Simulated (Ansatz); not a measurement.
The calculation's input:

```
crystal:
  lattice:
    - [1.3671773232, -2.4760072259, 0.0]
    - [1.3671773232, 2.4760072259, 0.0]
    - [0.0, 0.0, 5.2141724813]
  atoms:
    - { symbol: Au, position: [0.66532797, 0.33467203, 0.25] }
    - { symbol: Au, position: [0.33467203, 0.66532797, 0.75] }
basis:
  ecutwfc: 420
kpoints:
  mp_grid: { grid: [22, 22, 12] }
hamiltonian:
  xc: pbesol
scf:
  occupations: { method: gaussian, width: 0.15 }
output:
  forces: true
  stress: true
  eigenvalues: true
  write_density: true
  write_potential: true
  elf: true
  volumetric_format: npy
```

Run with:

```sh
ansatz run input.yaml --threads 1 --pin off --max-ram 2560MiB --backend cpu --events-out ev --progress --plain --runs-dir out
```

Below, planes, directions and counts refer to the conventional cell (a = 2.73 Å, b = 4.95 Å, c = 5.21 Å, α = 90.00°, β = 90.00°, γ = 90.00°).

Space group Cmcm; a structure from a database of computed crystals, not necessarily the ambient phase; computed pressure about −2 GPa in this cell.

The calculation used DFT PBEsol, scalar-relativistic, plane waves, PAW (Ansatz).

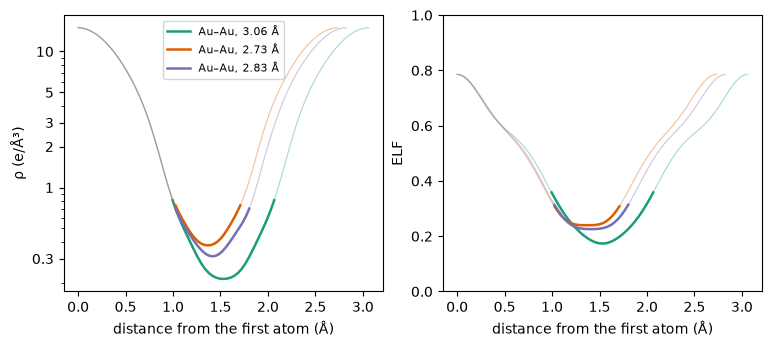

Au. Valence charge density (pseudo) and ELF along straight lines between neighbouring atoms. Thin, pale parts lie inside the atomic spheres.

The density is the valence pseudo-density of a PAW calculation; it isn't the true density close to the nuclei.

Compare the contacts.

Answer. Au–Au (3.06 Å): ρ is about 0.21 e/Å³ halfway; the ELF is about 0.15 at the midpoint; no localised pair shows between them.
Au–Au (2.73 Å): ρ at the midpoint is about 0.38 e/Å³; the ELF is about 0.25 at the midpoint (no shared electron pair shows on this line).
Au–Au (2.83 Å): ρ is about 0.31 e/Å³ halfway; the ELF is about 0.25 at the midpoint (no shared electron pair shows on this line).
